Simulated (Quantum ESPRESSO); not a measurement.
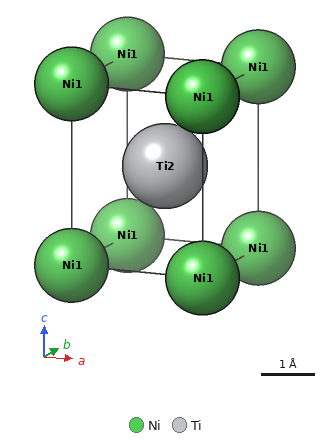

Figure 1. The structure (spheres-only view of the cell of the calculation, seen slightly off an axis; atoms are numbered from 1 in the order of the input). An atom can appear more than once, as a periodic image.

# Run report: TiNi, band-structure run (part 1 of 2)

TiNi (P4/mmm, 2 atoms in the cell), computed with Kohn-Sham DFT of a periodic cell, PBEsol, GBRV 1.5 PBEsol, spin-polarised (Quantum ESPRESSO 7.5).

The structure derives from a Materials Project entry.

## The input
```
&CONTROL
  calculation = 'scf'
  prefix = 'pwscf'
  outdir = './tmp'
  pseudo_dir = './pseudo'
  tprnfor = .true.
  tstress = .true.
  disk_io = 'low'
/
&SYSTEM
  ibrav = 0
  celldm(1) = 8
  nat = 2
  ntyp = 2
  ecutwfc = 45
  ecutrho = 360
  nbnd = 25
  occupations = 'smearing'
  smearing = 'fd'
  degauss = 0.00367493
  nspin = 2
  starting_magnetization(1) = 0.0556
  starting_magnetization(2) = 0.0833
/
&ELECTRONS
  conv_thr = 4d-10
  electron_maxstep = 120
  mixing_beta = 0.3
/
ATOMIC_SPECIES
Ni    58.6934 ni_pbesol_v1.4.uspp.F.UPF
Ti    47.8670 ti_pbesol_v1.4.uspp.F.UPF
CELL_PARAMETERS alat
  0.6462398001162   0.0000000000000   0.0000000000000
  0.0000000000000   0.6462398001162   0.0000000000000
  0.0000000000000   0.0000000000000   0.8459855049995
ATOMIC_POSITIONS crystal
Ni     0.0000000000    0.0000000000    0.0000000000
Ti     0.5000000000    0.5000000000    0.5000000000
K_POINTS automatic
10 10 8 0 0 0
```

## File bands.in
```
&CONTROL
  calculation = 'bands'
  prefix = 'pwscf'
  outdir = './tmp'
  pseudo_dir = './pseudo'
  disk_io = 'low'
  verbosity = 'high'
/
&SYSTEM
  ibrav = 0
  celldm(1) = 8
  nat = 2
  ntyp = 2
  ecutwfc = 45
  ecutrho = 360
  nbnd = 25
  occupations = 'smearing'
  smearing = 'fd'
  degauss = 0.00367493
  nspin = 2
  starting_magnetization(1) = 0.0556
  starting_magnetization(2) = 0.0833
/
&ELECTRONS
  conv_thr = 1d-08
  electron_maxstep = 120
  mixing_beta = 0.3
  diago_full_acc = .true.
  startingwfc = 'random'
/
ATOMIC_SPECIES
Ni    58.6934 ni_pbesol_v1.4.uspp.F.UPF
Ti    47.8670 ti_pbesol_v1.4.uspp.F.UPF
CELL_PARAMETERS alat
  0.6462398001162   0.0000000000000   0.0000000000000
  0.0000000000000   0.6462398001162   0.0000000000000
  0.0000000000000   0.0000000000000   0.8459855049995
ATOMIC_POSITIONS crystal
Ni     0.0000000000    0.0000000000    0.0000000000
Ti     0.5000000000    0.5000000000    0.5000000000
K_POINTS crystal
60
 0.0000000000  0.0000000000  0.0000000000 1
 0.0000000000  0.0833333333  0.0000000000 1
 0.0000000000  0.1666666667  0.0000000000 1
 0.0000000000  0.2500000000  0.0000000000 1
 0.0000000000  0.3333333333  0.0000000000 1
 0.0000000000  0.4166666667  0.0000000000 1
 0.0000000000  0.5000000000  0.0000000000 1
 0.0833333333  0.5000000000  0.0000000000 1
 0.1666666667  0.5000000000  0.0000000000 1
 0.2500000000  0.5000000000  0.0000000000 1
 0.3333333333  0.5000000000  0.0000000000 1
 0.4166666667  0.5000000000  0.0000000000 1
 0.5000000000  0.5000000000  0.0000000000 1
 0.4444444444  0.4444444444  0.0000000000 1
 0.3888888889  0.3888888889  0.0000000000 1
 0.3333333333  0.3333333333  0.0000000000 1
 0.2777777778  0.2777777778  0.0000000000 1
 0.2222222222  0.2222222222  0.0000000000 1
 0.1666666667  0.1666666667  0.0000000000 1
 0.1111111111  0.1111111111  0.0000000000 1
 0.0555555556  0.0555555556  0.0000000000 1
 0.0000000000  0.0000000000  0.0000000000 1
 0.0000000000  0.0000000000  0.1250000000 1
 0.0000000000  0.0000000000  0.2500000000 1
 0.0000000000  0.0000000000  0.3750000000 1
 0.0000000000  0.0000000000  0.5000000000 1
 0.0000000000  0.0833333333  0.5000000000 1
 0.0000000000  0.1666666667  0.5000000000 1
 0.0000000000  0.2500000000  0.5000000000 1
 0.0000000000  0.3333333333  0.5000000000 1
 0.0000000000  0.4166666667  0.5000000000 1
 0.0000000000  0.5000000000  0.5000000000 1
 0.0833333333  0.5000000000  0.5000000000 1
 0.1666666667  0.5000000000  0.5000000000 1
 0.2500000000  0.5000000000  0.5000000000 1
 0.3333333333  0.5000000000  0.5000000000 1
 0.4166666667  0.5000000000  0.5000000000 1
 0.5000000000  0.5000000000  0.5000000000 1
 0.4500000000  0.4500000000  0.5000000000 1
 0.4000000000  0.4000000000  0.5000000000 1
 0.3500000000  0.3500000000  0.5000000000 1
 0.3000000000  0.3000000000  0.5000000000 1
 0.2500000000  0.2500000000  0.5000000000 1
 0.2000000000  0.2000000000  0.5000000000 1
 0.1500000000  0.1500000000  0.5000000000 1
 0.1000000000  0.1000000000  0.5000000000 1
 0.0500000000  0.0500000000  0.5000000000 1
 0.0000000000  0.0000000000  0.5000000000 1
 0.0000000000  0.5000000000  0.0000000000 1
 0.0000000000  0.5000000000  0.1000000000 1
 0.0000000000  0.5000000000  0.2000000000 1
 0.0000000000  0.5000000000  0.3000000000 1
 0.0000000000  0.5000000000  0.4000000000 1
 0.0000000000  0.5000000000  0.5000000000 1
 0.5000000000  0.5000000000  0.0000000000 1
 0.5000000000  0.5000000000  0.1000000000 1
 0.5000000000  0.5000000000  0.2000000000 1
 0.5000000000  0.5000000000  0.3000000000 1
 0.5000000000  0.5000000000  0.4000000000 1
 0.5000000000  0.5000000000  0.5000000000 1
```

Run on 2 threads of AMD EPYC (Zen 3), 32 GiB of memory available, shared host.

Launched with:
```bash
OMP_NUM_THREADS=1 mpirun -n 2 pw.x -nk 2 -in pw.in > pw.out
OMP_NUM_THREADS=1 mpirun -n 2 pw.x -nk 2 -in bands.in > bands.out
```

## Output
```
This program is part of the open-source Quantum ESPRESSO suite
     for quantum simulation of materials; please cite
         "P. Giannozzi et al., J. Phys.:Condens. Matter 21 395502 (2009);
         "P. Giannozzi et al., J. Phys.:Condens. Matter 29 465901 (2017);
         "P. Giannozzi et al., J. Chem. Phys. 152 154105 (2020);
          URL
     in publications or presentations arising from this work. More details at

     Message from routine setup:
     using ibrav=0 with symmetry is DISCOURAGED, use correct ibrav instead

     K-points division:     npool     =       2
     Subspace diagonalization in iterative solution of the eigenvalue problem:
     a serial algorithm will be used

     G-vector sticks info
     --------------------
     sticks:   dense  smooth     PW     G-vecs:    dense   smooth      PW
     Sum         761     377    121                20929     7341    1393

     Using Slab Decomposition

     bravais-lattice index     =            0
     lattice parameter (alat)  =       8.0000  a.u.
     unit-cell volume          =     180.8924 (a.u.)^3
     number of atoms/cell      =            2
     number of atomic types    =            2
     number of electrons       =        30.00
     number of Kohn-Sham states=           25
     kinetic-energy cutoff     =      45.0000  Ry
     charge density cutoff     =     360.0000  Ry
     scf convergence threshold =      4.0E-10
     mixing beta               =       0.3000
     number of iterations used =            8  plain     mixing
     Exchange-correlation= SLA  PW   PSX  PSC
                           (   1   4  10   8   0   0   0)

     celldm(1)=   8.000000  celldm(2)=   0.000000  celldm(3)=   0.000000
     celldm(4)=   0.000000  celldm(5)=   0.000000  celldm(6)=   0.000000

     crystal axes: (cart. coord. in units of alat)
               a(1) = (   0.646240   0.000000   0.000000 )
               a(2) = (   0.000000   0.646240   0.000000 )
               a(3) = (   0.000000   0.000000   0.845986 )

     reciprocal axes: (cart. coord. in units 2 pi/alat)
               b(1) = (  1.547413  0.000000  0.000000 )
               b(2) = (  0.000000  1.547413  0.000000 )
               b(3) = (  0.000000  0.000000  1.182053 )

     PseudoPot. # 1 for Ni read from file:
     ni_pbesol_v1.4.uspp.F.UPF
     Pseudo is Ultrasoft + core correction, Zval = 18.0
     Generated by new atomic code, or converted to UPF format
     Using radial grid of  865 points,  6 beta functions with:
                l(1) =   0
                l(2) =   0
                l(3) =   1
                l(4) =   1
                l(5) =   2
                l(6) =   2
     Q(r) pseudized with 10 coefficients,  rinner =    0.980   0.980   0.980
                                                       0.980   0.980

     PseudoPot. # 2 for Ti read from file:
     ti_pbesol_v1.4.uspp.F.UPF
     Pseudo is Ultrasoft + core correction, Zval = 12.0
     Generated by new atomic code, or converted to UPF format
     Using radial grid of  851 points,  6 beta functions with:
                l(1) =   0
                l(2) =   0
                l(3) =   1
                l(4) =   1
                l(5) =   2
                l(6) =   2
     Q(r) pseudized with  6 coefficients,  rinner =    1.000   1.000   1.000
                                                       1.000   1.000

     atomic species   valence    mass     pseudopotential
     Ni               18.00    58.69340     Ni( 1.00)
     Ti               12.00    47.86700     Ti( 1.00)

     Starting magnetic structure
     atomic species   magnetization
     Ni              0.056
     Ti              0.083

     16 Sym. Ops., with inversion, found

   Cartesian axes

     site n.     atom                  positions (alat units)
         1        Ni     tau(   1) = (   0.0000000   0.0000000   0.0000000  )
         2        Ti     tau(   2) = (   0.3231199   0.3231199   0.4229928  )

     number of k points=   105  Fermi-Dirac smearing, width (Ry)=  0.0037

     Number of k-points >= 100: set verbosity='high' to print them.

     Dense  grid:    20929 G-vectors     FFT dimensions: (  32,  32,  45)

     Smooth grid:     7341 G-vectors     FFT dimensions: (  24,  24,  30)

     Check: negative core charge=   -0.000014
     Generating pointlists ...
     new r_m :   0.2569 (alat units)  2.0549 (a.u.) for type    1
     new r_m :   0.2569 (alat units)  2.0549 (a.u.) for type    2

     Initial potential from superposition of free atoms

     starting charge      27.0000, renormalised to      30.0000

     negative rho (up, down):  7.208E-04 6.099E-04
     Starting wfcs are   23 randomized atomic wfcs +    2 random wfcs

     Self-consistent Calculation

     iteration #  1     ecut=    45.00 Ry     beta= 0.30
     Davidson diagonalization with overlap
     ethr =  1.00E-02,  avg # of iterations =  5.6

     negative rho (up, down):  2.115E-04 2.218E-04

     total energy              =    -442.39905960 Ry
     estimated scf accuracy    <      66.46054890 Ry

     total magnetization       =     0.38 Bohr mag/cell
     absolute magnetization    =     0.40 Bohr mag/cell

     iteration #  2     ecut=    45.00 Ry     beta= 0.30
     Davidson diagonalization with overlap
     ethr =  1.00E-02,  avg # of iterations =  3.1

     negative rho (up, down):  3.477E-04 3.543E-04

     total energy              =    -463.05242779 Ry
     estimated scf accuracy    <      24.67678360 Ry

     total magnetization       =     0.06 Bohr mag/cell
     absolute magnetization    =     0.08 Bohr mag/cell

     iteration #  3     ecut=    45.00 Ry     beta= 0.30
     Davidson diagonalization with overlap
     ethr =  1.00E-02,  avg # of iterations =  2.1

     negative rho (up, down):  4.945E-04 4.995E-04

     total energy              =    -461.71226576 Ry
     estimated scf accuracy    <       7.10361073 Ry

     total magnetization       =     0.08 Bohr mag/cell
     absolute magnetization    =     0.09 Bohr mag/cell

     iteration #  4     ecut=    45.00 Ry     beta= 0.30
     Davidson diagonalization with overlap
     ethr =  1.00E-02,  avg # of iterations =  2.2

     negative rho (up, down):  5.630E-04 6.441E-04

     total energy              =    -461.90779885 Ry
     estimated scf accuracy    <       0.65889768 Ry

     total magnetization       =     0.36 Bohr mag/cell
     absolute magnetization    =     0.37 Bohr mag/cell

     iteration #  5     ecut=    45.00 Ry     beta= 0.30
     Davidson diagonalization with overlap
     ethr =  2.20E-03,  avg # of iterations =  2.9

     negative rho (up, down):  5.000E-04 5.483E-04

     total energy              =    -461.45202033 Ry
     estimated scf accuracy    <       7.62269827 Ry

     total magnetization       =     0.18 Bohr mag/cell
     absolute magnetization    =     0.19 Bohr mag/cell

     iteration #  6     ecut=    45.00 Ry     beta= 0.30
     Davidson diagonalization with overlap
     ethr =  2.20E-03,  avg # of iterations =  2.1

     negative rho (up, down):  4.671E-04 5.418E-04

     total energy              =    -462.28635434 Ry
     estimated scf accuracy    <       0.08754690 Ry

     total magnetization       =     0.28 Bohr mag/cell
     absolute magnetization    =     0.30 Bohr mag/cell

     iteration #  7     ecut=    45.00 Ry     beta= 0.30
     Davidson diagonalization with overlap
     ethr =  2.92E-04,  avg # of iterations =  1.4

     negative rho (up, down):  4.158E-04 5.198E-04

     total energy              =    -462.26881223 Ry
     estimated scf accuracy    <       0.09249807 Ry

     total magnetization       =     0.24 Bohr mag/cell
     absolute magnetization    =     0.26 Bohr mag/cell

     iteration #  8     ecut=    45.00 Ry     beta= 0.30
     Davidson diagonalization with overlap
     ethr =  2.92E-04,  avg # of iterations =  1.3

     negative rho (up, down):  4.234E-04 5.294E-04

     total energy              =    -462.30194017 Ry
     estimated scf accuracy    <       0.17237211 Ry

     total magnetization       =     0.22 Bohr mag/cell
     absolute magnetization    =     0.23 Bohr mag/cell
```
